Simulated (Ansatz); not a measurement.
Consider this structure.

```yaml
crystal:
  lattice:
    - [3.18341, 0.01654, 0.00800]
    - [-1.57738, 2.75991, -0.01099]
    - [0.01206, -0.01216, 4.80220]
  atoms:
    - { symbol: Mg, position: [0.31751, 0.64658, 0.00436] }
    - { symbol: Mg, position: [0.67093, 0.31751, 0.49977] }
    - { symbol: O, position: [0.32118, 0.64515, 0.40294] }
    - { symbol: O, position: [0.64530, 0.30314, 0.90214] }
```

**What would you see if this were drawn?**

The structure is one of MgO. There is no symmetry operation other than the lattice translations (P1). It is a distorted form of a primitive hexagonal structure, space group P6_3mc (No. 186) within 0.25 Å: wurtzite. Content of the cell: 2 Mg, 2 O (Z = 2). Mg bonds to four O in a distorted tetrahedral arrangement at 1.86 to 1.93 Å. The O atoms are each bonded to four Mg in a distorted tetrahedral arrangement at 1.86 to 1.93 Å. The bonds build a three-dimensional framework.

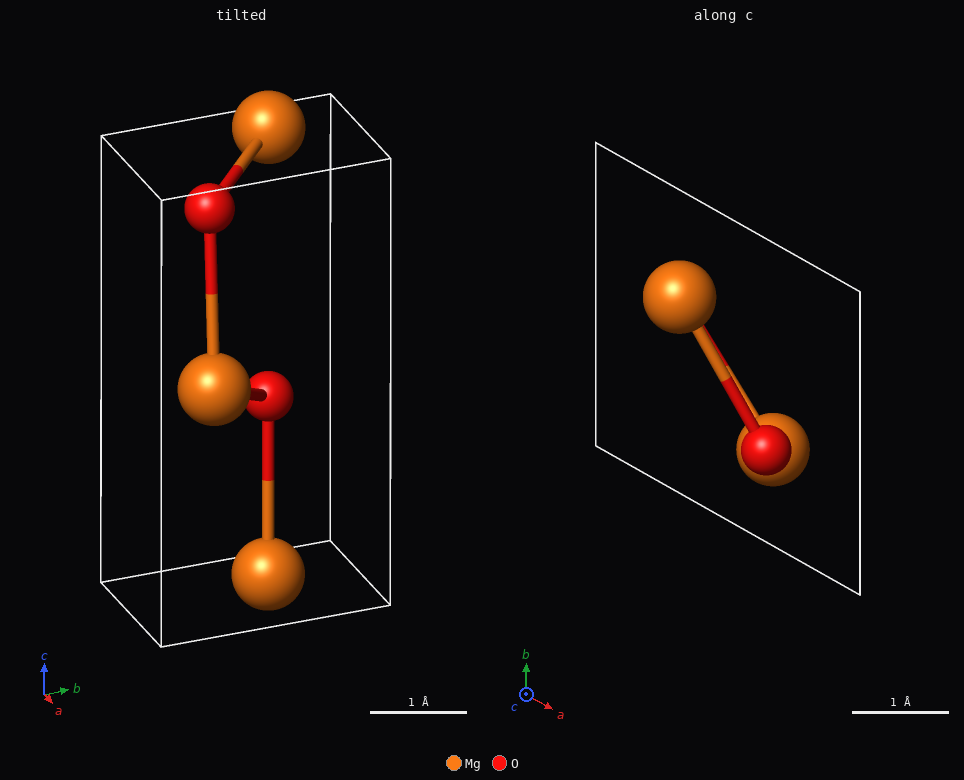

A ball-and-stick rendering, viewed slightly off an axis and along the c axis. The wireframe shows the unit cell. Colours: magnesium orange, oxygen red.

Origin of the cell: a structure listed in the Materials Project. The cell was then strained or its atoms displaced on purpose. It was run through Ansatz as a DFT input.

At this level of theory the cell isn't at rest (compressed, at 17 GPa), so its distances can differ from those at equilibrium, the more so the softer the solid.
